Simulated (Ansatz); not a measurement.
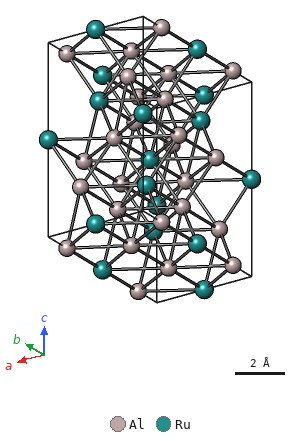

Phonons of a crystal of Al$_{2}$Ru, space group Fddd (No. 70), at the zone centre. A ball-and-stick model of the conventional cell (4 times the calculation's cell), seen from a free direction. Lengths and directions refer to the drawn axes.

These are results of Ansatz 0.2.0, DFT LDA, scalar-relativistic, plane waves, PAW, not measurements. (plane-wave cutoff 420 eV; k-point mesh 10 × 10 × 10; occupations gaussian; smearing width 0.01 eV; no spin polarisation)

Frequencies are those without the non-analytic (LO–TO) term.

Give the spectrum at this point.

Answer. The calculation's cell holds 6 atoms, so there are 15 optical modes, in 15 levels. The optical modes span 2B₃u + 3B₃g + 2B₂g + 3B₁g + B₂u + 2B₁u + A_g + A_u. No level is unstable.

| level | symmetry | frequency (cm⁻¹) | activity |
| --- | --- | --- | --- |
| 1 | B₃u | 135 | infrared-active |
| 2 | B₃g | 183 | Raman-active |
| 3 | B₂g | 211 | Raman-active |
| 4 | B₁g | 229 | Raman-active |
| 5 | B₂u | 245 | infrared-active |
| 6 | B₃g | 247 | Raman-active |
| 7 | B₂g | 248 | Raman-active |
| 8 | B₁u | 271 | infrared-active |
| 9 | B₃u | 302 | infrared-active |
| 10 | A_g | 351 | Raman-active |
| 11 | A_u | 357 | silent |
| 12 | B₁g | 386 | Raman-active |
| 13 | B₁u | 397 | infrared-active |
| 14 | B₃g | 418 | Raman-active |
| 15 | B₁g | 475 | Raman-active |

The displacement patterns, 6 of the levels:

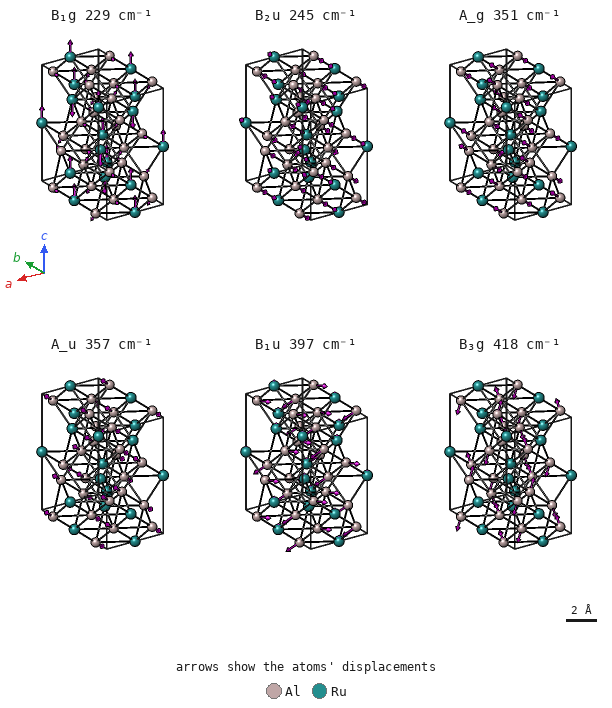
